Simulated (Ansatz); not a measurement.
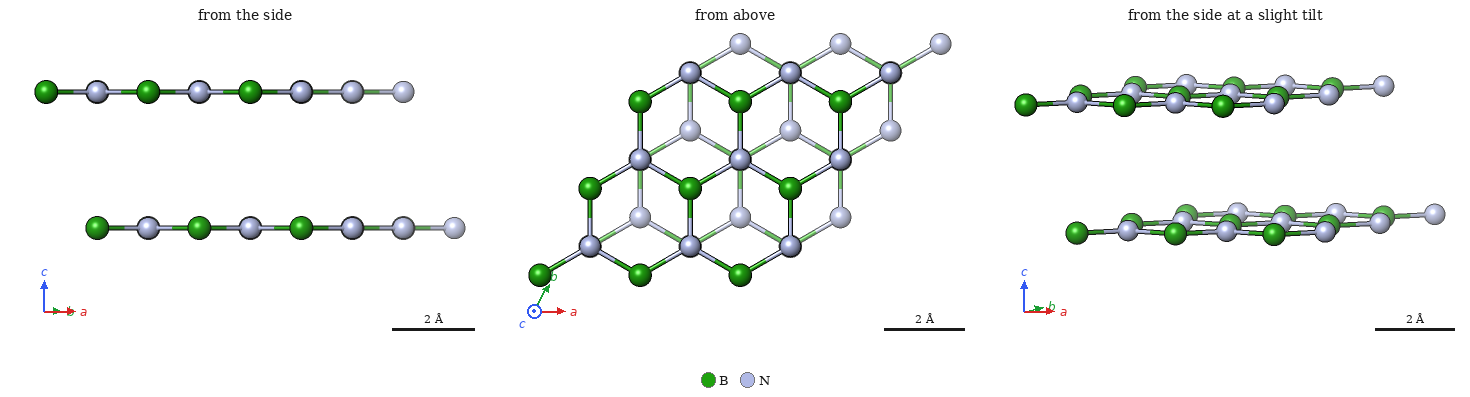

A ball-and-stick picture of a periodic sheet, seen from the side, from above and from the side at a slight tilt. The surface normal points up in side views; the vacuum is left out. 3×3 cells are drawn in the plane, with atoms at the edges repeated.

The cell holds 2 B, 2 N.

What do the upper and lower surfaces expose?

Answer. The top face ends in B and N, the bottom face in B and N. The two faces are alike.

Give the thickness from the bottom atom to the top atom.

Answer. About 3.3 Å from the lowest to the highest atom.

Give the sequence of planes from the top.

Answer. Two planes: BN / BN.

How do the atoms link up?

Answer. Each B has three N in a trigonal planar arrangement at about 1.4 Å. The neighbours of N are three B in a trigonal planar arrangement at about 1.4 Å. The bonds build BN layers parallel to the surface.

The starting point was a structure listed in the Materials Project, from which a slab or single sheet was cut. The atoms were relaxed in a fixed cell with DFT PBE+D3(BJ), scalar-relativistic, plane waves, PAW (Ansatz 0.2.0).
